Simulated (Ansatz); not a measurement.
# Single-point calculation, with input and output: Al₃GaN₄

Al₃GaN₄ (Pm, 8 atoms in the cell), computed with DFT r2SCAN, scalar-relativistic, plane waves, PAW, no spin polarisation (Ansatz 0.2.0).

The structure derives from a Materials Project entry. Figures and captions count atoms from 1; the log counts them from 0 in places.

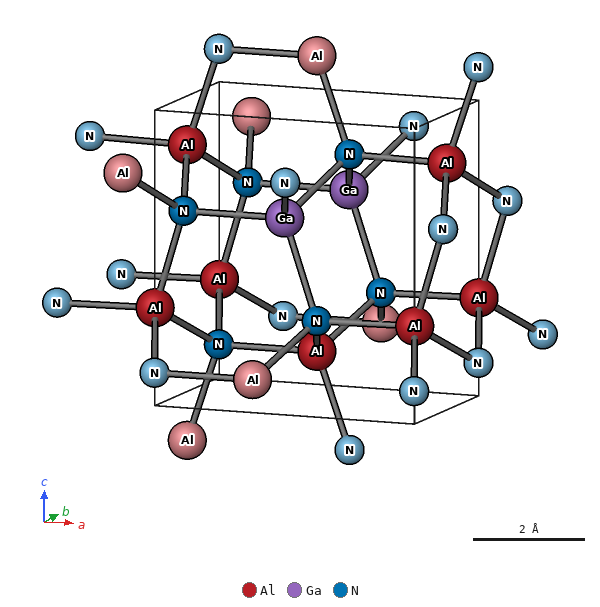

*The structure (ball-and-stick view of the cell of the calculation, seen slightly off an axis; neighbours outside the cell are drawn fainter). An atom can appear more than once, as a periodic image.*

Near neighbours in the periodic cell (some may lie outside the picture): Al has 4 N at 1.87 to 1.90 Å; Ga has 4 N at 1.93 to 1.96 Å; N has 3 Al at 1.89 to 1.90 Å and 1 Ga at 1.95 to 1.96 Å; N has 4 Al at 1.90 Å; N has 2 Al at 1.87 to 1.89 Å and 2 Ga at 1.93 Å.

Key numbers

- outcome: converged
- space group (tolerance 0.01 Å): Pm (6)
- electrons treated: 42
- free energy: −6961.8088 eV
- Fermi energy: 9.631 eV
- gap on the k-point mesh: 4.14 eV
- pressure: −0.04 GPa
- largest force (length of the vector): 0.102 eV/Å
- hardware: 2 threads of Intel Xeon @ 2.90GHz (Ice Lake), 32 GiB of memory available, shared host
- wall time: 9.2 s (CPU time 18 s)
- peak memory: 0.57 GiB

The input
```yaml
crystal:
  lattice:
    - [5.0376935905, 0.0, 0.0]
    - [0.0, 3.12543778, 0.0]
    - [-0.0033559659, 0.0, 5.4111720837]
  atoms:
    - { symbol: Al, position: [0.50009873, 0.5, 0.16728039] }
    - { symbol: Al, position: [0.00076357, 0.5, 0.83496431] }
    - { symbol: Al, position: [0.00088655, 0.0, 0.3315828] }
    - { symbol: Ga, position: [0.49971489, 0.0, 0.66616374] }
    - { symbol: "N", position: [0.11013543, 0.0, 0.66629554] }
    - { symbol: "N", position: [0.12258652, 0.5, 0.16717386] }
    - { symbol: "N", position: [0.62590355, 0.5, 0.84127752] }
    - { symbol: "N", position: [0.62350976, 0.0, 0.32526284] }
basis:
  ecutwfc: 500
kpoints:
  mp_grid: { grid: [4, 6, 4] }
hamiltonian:
  xc: r2scan
scf:
  occupations: { method: gaussian, width: 0.1 }
output:
  forces: true
  stress: true
  eigenvalues: true
```

Command:
```bash
ansatz run input.yaml --threads 2 --pin off --max-ram 5120MiB --backend cpu --events-out ev --progress --plain --runs-dir out
```

Output
```
Engine: ansatz 0.2.0, x86_64-unknown-linux-gnu
Pseudopotentials: kind: paw
Pseudopotential: Al, paw, valence charge 3, recommended cutoff 500 eV (meta_gga), Al.paw.azcp
Pseudopotential: Ga, paw, valence charge 13, recommended cutoff 500 eV (meta_gga), Ga.paw.azcp
Pseudopotential: N, paw, valence charge 5, recommended cutoff 500 eV (meta_gga), N.paw.azcp
Functional definition: r2SCAN
  parameter k0 = 0.174
  parameter k1 = 0.065
  parameter a1 = 4.9479
  exchange = r2scan_x(k0 = k0, k1 = k1, a1 = a1)
  correlation = r2scan_c
Crystal: 8 atoms, lattice volume = 85.199 Å³
Basis set: ecut = 500 eV, 2167 PW (Γ), exchange–correlation on 160×96×160 points (64 copies of the dense FFT grid, shifted against one another)
Bands: 29, of which v1, the nominal top of the filled ones, is band 21 counted from 1 (20 counted from 0)
Symmetry: 2 space group operations
Space group: Pm (ITA 6), of the structure as read, at distance tolerance 4.4e-5 Å
k-points: 40 of 96 (time reversal used)
Non-local potential: Al, projectors of the file, l = 0: 2, l = 1: 2, l = 2: 1
Non-local potential: Ga, projectors of the file, l = 0: 2, l = 1: 2, l = 2: 3, l = 3: 1
Non-local potential: N, projectors of the file, l = 0: 2, l = 1: 2, l = 2: 1
PAW form: soft (Blöchl's): semilocal exchange-correlation on the pseudo side does not see the compensation charge
PAW frozen core: Al, regenerated for the run's functional (the file was generated under x = pbe(κ = 0.804, μ = 0.2195149727645171), c = pbe(β = 0.06672455060314922))
PAW frozen core: Ga, regenerated for the run's functional (the file was generated under x = pbe(κ = 0.804, μ = 0.2195149727645171), c = pbe(β = 0.06672455060314922))
PAW frozen core: N, regenerated for the run's functional (the file was generated under x = pbe(κ = 0.804, μ = 0.2195149727645171), c = pbe(β = 0.06672455060314922))
PAW one-centre angular grid: Al, 302 points (default); XC on 160 Gauss nodes
PAW one-centre angular grid: Ga, 590 points (default); XC on 160 Gauss nodes
PAW one-centre angular grid: N, 302 points (default); XC on 160 Gauss nodes
Initial density: superposition of atomic densities (neutral atoms: chi_scale 0, normalization atom), corrected by the library's trained network
Initial wavefunctions: pseudopotential atomic-orbital guess
Functional: x = r2scan, c = r2scan; τ floored in thin density (d = 2e-4 eV/Å³)
SCF iter   1: F=—  HF=-6961.567587 eV  |F-HF|=—  |Δ(HF+E_count)|=         —  Δρ=8.38e-3  dr2=4.42e-2  dr2_τ=5.62e-1  ethr=1.77e-3  ⟨swp⟩=6.5  Hψ=5906  notcnv=0
preconditioner: auto → Resta (q_TF=auto, 2.425 Å⁻¹)  ε∞=3.7  [insulator: Δε(μ)=4.056 eV  Ē_g=15.849 eV  σ=0.100 eV  W_gap=1.00  n_scr=20 (ndim 8)  ℏωp=26.1 eV  f_vac=0.000  D(μ)=0.00/eV (n_scr^D=0)  ε∞_Penn≈3.7]
SCF iter   2: F=—  HF=-6961.811908 eV  |F-HF|=—  |Δ(HF+E_count)|=   2.44e-1  Δρ=5.16e-3  dr2=1.80e-2  dr2_τ=3.50e-4  ethr=1.05e-4  ⟨swp⟩=2.0  Hψ=2506  notcnv=0  defer=134
SCF iter   3: F=—  HF=-6961.809512 eV  |F-HF|=—  |Δ(HF+E_count)|=   2.40e-3  Δρ=2.59e-3  dr2=2.79e-3  dr2_τ=2.88e-4  ethr=4.29e-5  ⟨swp⟩=2.0  Hψ=1702  notcnv=0  defer=94
automatic band count: iteration 3 solves 28 bands in place of 29: the levels show a gap, and the empty bands left out lie too high to hold charge; the band table lists the bands solved (type scf.n_extra_bands for more)
SCF iter   4: F=—  HF=-6961.808806 eV  |F-HF|=—  |Δ(HF+E_count)|=   7.05e-4  Δρ=3.47e-4  dr2=8.17e-5  dr2_τ=3.53e-5  ethr=6.65e-6  ⟨swp⟩=2.5  Hψ=1983  notcnv=0  defer=94
SCF iter   5: F=—  HF=-6961.808821 eV  |F-HF|=—  |Δ(HF+E_count)|=   1.41e-5  Δρ=1.30e-4  dr2=1.22e-5  dr2_τ=1.08e-6  ethr=1.94e-7  ⟨swp⟩=3.0  Hψ=1926  notcnv=0  defer=94
SCF iter   6: F=—  HF=-6961.808824 eV  |F-HF|=—  |Δ(HF+E_count)|=   3.09e-6  Δρ=6.17e-5  dr2=3.29e-6  dr2_τ=5.92e-7  ethr=2.90e-8  ⟨swp⟩=2.0  Hψ=1847  notcnv=0  defer=94
SCF iter   7: F=—  HF=-6961.808823 eV  |F-HF|=—  |Δ(HF+E_count)|=   6.74e-7  Δρ=1.20e-5  dr2=1.05e-7  dr2_τ=8.46e-9  ethr=7.84e-9  ⟨swp⟩=2.0  Hψ=1595  notcnv=0  defer=94
SCF iter   8: F=-6961.808823 eV  HF=-6961.808823 eV  |F-HF|=1.10e-9  |Δ(HF+E_count)|=   2.47e-8  Δρ=3.61e-6  dr2=1.00e-8  dr2_τ=9.71e-10  ethr=2.38e-10  ⟨swp⟩=9.8  Hψ=4663  notcnv=0
SCF 1 converged in 8 iterations: F = -6961.808823 eV  dr2 = 1.00e-8
  greatest PAW one-centre occupation: 0.995 electrons in one spin orbital (limit 2), on the Ga atom at site 3 (counted from 0), in its partial waves of l = 2
```

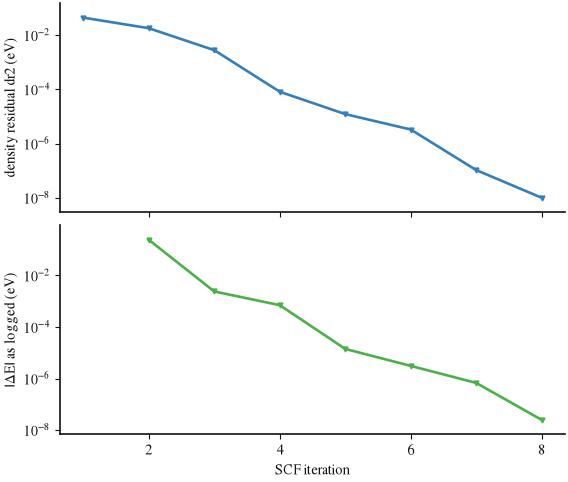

*Convergence of the self-consistent field: density residual dr2 and size of the energy change against the SCF iteration.*

The residual falls at every step.

```
SCF converged after 8 iterations
Free energy (F): -6961.808823 eV
Harris-Foulkes:  -6961.808823 eV  (|F-HF|=1.10e-9)
Internal energy: -6961.808823 eV  (E = F + TS)
E sigma→0 (E₀):  -6961.808823 eV
Fermi energy:    9.630917 eV
--- Per-component energies (eV) ---
  E_band       = 6.701228
  E_kinetic    = 729.040914
  E_local      = -3167.306095  (includes V_loc(G=0)·N_el)
  E_nonlocal   = 639.349535
  E_hartree    = 1401.495336
  E_xc         = -418.457853
  E_vxc        = -501.295965  (∫ρ·V_xc dr)
  E_paw        = -3944.824410  (= ΣΔE_a)
  E_vpaw       = -523.116617  (= ΣTr[D̂ρ^β])
  E_aug_tail   = 0.000026  (compensation charges beyond the density's cutoff)
  E_vtau       = 27.040961  (kinetic-family band-sum trace: ∫τ·v_τ [+ j·A + Jᵃ·Aᵃ] dr)
  E_ewald      = -2200.154624
  E_core_change = -0.951652  (= ΣΔE_core)
  E_smearing   = -0.000000  (= −TS)
  E_closure    = -0.000000  (closes the sum)
  Σ components = -6961.808823   (vs F -6961.808823, Δ=0.00e0)
--- Forces (eV/Å), atoms counted from 1 ---
  atom   1  Al     0.00131781     0.00000000     0.00153683
  atom   2  Al     0.00457376     0.00000000     0.00927547
  atom   3  Al     0.01017055     0.00000000    -0.00945688
  atom   4  Ga    -0.00474545     0.00000000     0.00546651
  atom   5  N      0.06553206     0.00000000    -0.00184653
  atom   6  N      0.01086418     0.00000000     0.00144418
  atom   7  N     -0.06345573    -0.00000000    -0.07938320
  atom   8  N     -0.02394456     0.00000000     0.07297147
  max |Σ_I F_I| component: 3.13e-4 eV/Å
--- Stress (GPa, compression-positive) ---
        0.018092       0.000000      -0.014393
        0.000000      -0.068470       0.000000
       -0.014353       0.000000      -0.082087
  P = ⅓ Tr σ = -0.0442 GPa (-0.442 kbar)
--- Band table (eV; the first three rows and the last of 40) ---
  k-point 0: bands = ["-8.5920", "-7.1435", "-7.1056", "-6.2758", "-5.6983", "-5.5963", "-5.5135", "-5.0121", "-4.7400", "1.1927", "1.8522", "3.1345", "3.9819", "5.2863", "5.6785", "6.5989", "6.6479", "6.8022", "7.4666", "7.5527", "7.5616", "11.7002", "13.8005", "14.1738", "14.3851", "16.0278", "18.4375", "18.7803"]
  k-point 1: bands = ["-8.4097", "-7.3854", "-7.0169", "-6.4007", "-5.6986", "-5.5986", "-5.5135", "-5.0824", "-4.7146", "1.4512", "2.3978", "3.2107", "3.7107", "5.4461", "5.7595", "6.2968", "6.3803", "6.5989", "6.8644", "7.4511", "7.4868", "12.5727", "14.1511", "14.5564", "15.0475", "16.0174", "17.8906", "18.1964"]
  k-point 2: bands = ["-8.0026", "-7.8358", "-6.9646", "-6.4972", "-5.6989", "-5.6027", "-5.5136", "-5.1017", "-4.7441", "2.0237", "2.3102", "3.7637", "4.0993", "4.8179", "5.2620", "5.8000", "5.9576", "6.9763", "6.9797", "7.1573", "7.3697", "13.7370", "14.0837", "15.3479", "15.8044", "16.1810", "16.5070", "17.6265"]
  k-point 39: bands = ["-7.2855", "-6.8282", "-6.6490", "-6.2020", "-5.6288", "-5.5507", "-5.2001", "-5.0572", "-4.5155", "1.0992", "1.8055", "1.8598", "2.0068", "5.8891", "5.9001", "5.9096", "5.9542", "6.0001", "6.0920", "6.1348", "6.3787", "12.9698", "13.3770", "13.4427", "13.4767", "16.1365", "17.4009", "17.4936"]
```

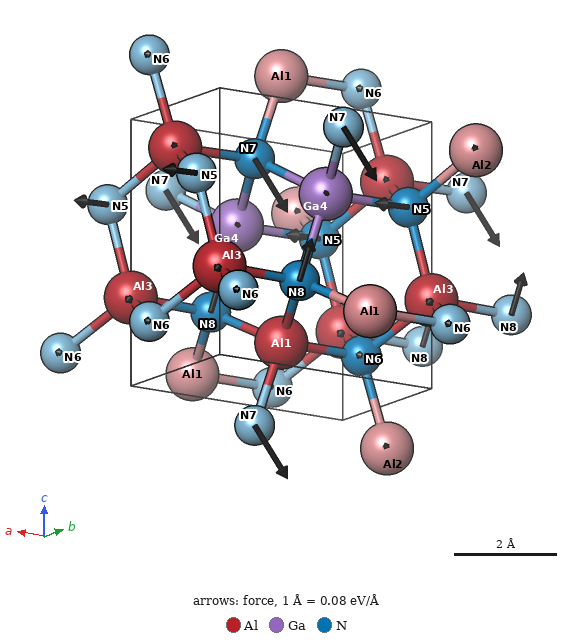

*Forces on the atoms as black arrows (ball-and-stick view of the cell of the calculation, seen at an oblique angle; neighbours outside the cell are drawn fainter; atoms are numbered from 1 in the order of the input); the smallest are left out.*

The largest act on N7 (0.10 eV/Å); N8 (0.08 eV/Å); N5 (0.07 eV/Å). The geometry is not a stationary point of this energy.

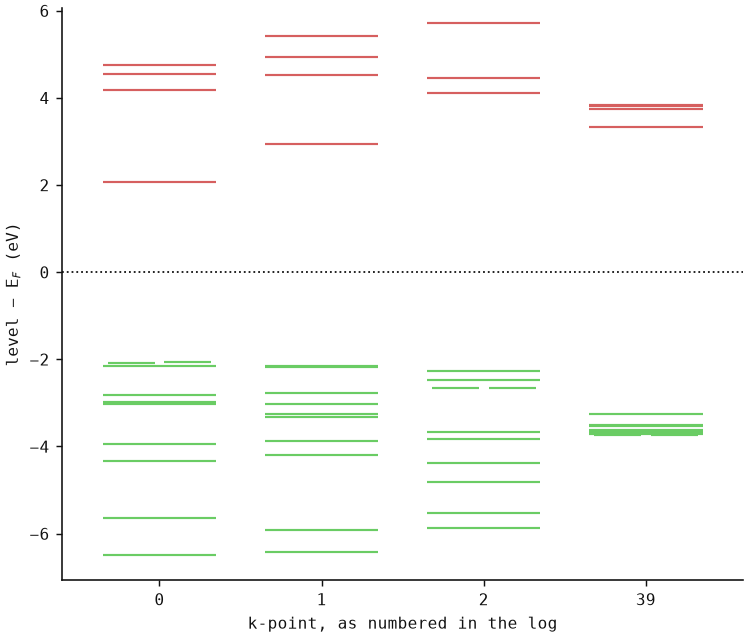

*Kohn–Sham levels near the Fermi level (dotted) at the few k-points that the log prints; levels within 0.02 eV of each other stand side by side.*

Among these points the highest filled and lowest empty levels are 4.14 eV apart, which is the gap on the mesh.
